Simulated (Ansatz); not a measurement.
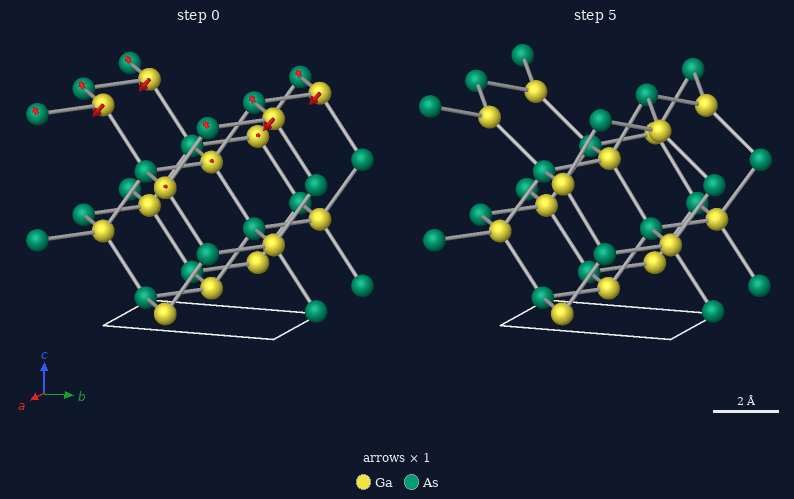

The structure of a slab of composition GaAs (cut from the F-43m phase) before (left) and after (right) a constrained relaxation, at one scale. The red arrows give the displacements, at their true length.

A ball-and-stick model of the cell of the calculation, outlined in the plane, without the vacuum, seen slightly off an axis.

Case: clean slab, lower half held. The slab is the (1 1 0) face of GaAs. 4 atoms are held fixed.

Theory: DFT PBEsol, scalar-relativistic, plane waves, PAW in Ansatz 0.2.0.

The input:
```yaml
crystal:
  lattice:
    - [4.0010046533, 0.0, 0.0]
    - [0.0, 5.6582750437, 0.0]
    - [0.0, 0.0, 23.0015069799]
  atoms:
    - { symbol: Ga, position: [0.5, 0.5, 0.3695410047] }
    - { symbol: As, position: [0.0, 0.25, 0.3695410047] }
    - { symbol: Ga, position: [0.0, 0.0, 0.4565136682] }
    - { symbol: As, position: [0.5, 0.75, 0.4565136682] }
    - { symbol: Ga, position: [0.5, 0.5, 0.5434863318] }
    - { symbol: As, position: [0.0, 0.25, 0.5434863318] }
    - { symbol: Ga, position: [0.0, 0.0, 0.6304589953] }
    - { symbol: As, position: [0.5, 0.75, 0.6304589953] }
basis:
  ecutwfc: 420
kpoints:
  mp_grid: { grid: [7, 5, 1] }
hamiltonian:
  xc: pbesol
scf:
  occupations: { method: gaussian, width: 0.05 }
output:
  forces: true
  eigenvalues: true
  write_density: true
  write_potential: true
  elf: true
  volumetric_format: npy
relax:
  adjacent_minimum: "off"
  f_tol: 0.03
  max_steps: 70
  constraints: [{ sites: [0, 1, 2, 3] }]
efield:
  axis: 3
  dipole_correction: true
  ramp_width: 0.04
```

Launched with:
```bash
ansatz run input.yaml --threads 2 --pin off --max-ram 5120MiB --backend cpu --events-out ev --progress --plain --runs-dir out
```

Q: Summarise the run.

A: Over 4 accepted moves (5 points after the start) the energy falls by 0.557 eV per cell of the calculation. Largest force component: 1.2 eV/Å at the start, 0.019 eV/Å at the end. 1 step only repeated the SCF at the same geometry. The atom that moves furthest is Ga7 (0.54 Å at 40° to the normal (−c side)). Largest moves by element: Ga 0.54 Å, As 0.27 Å. The lattice vectors keep their values. Near-neighbour distances that change, for instance: As4–Ga5 2.450 → 2.528 Å, As6–Ga7 2.450 → 2.404 Å, Ga7–As8 2.450 → 2.423 Å, Ga3–As6 2.450 → 2.477 Å. Bond angles that change, for instance: Ga5–As8–Ga7 109.5° → 91.2°, Ga3–As6–Ga7 109.5° → 95.1°, As6–Ga7–As8 109.5° → 123.4°. Cost: 50 s on 2 threads of AMD EPYC 9R45 96-Core Processor (Zen 5), with other jobs on the host, peak memory 1 GiB.
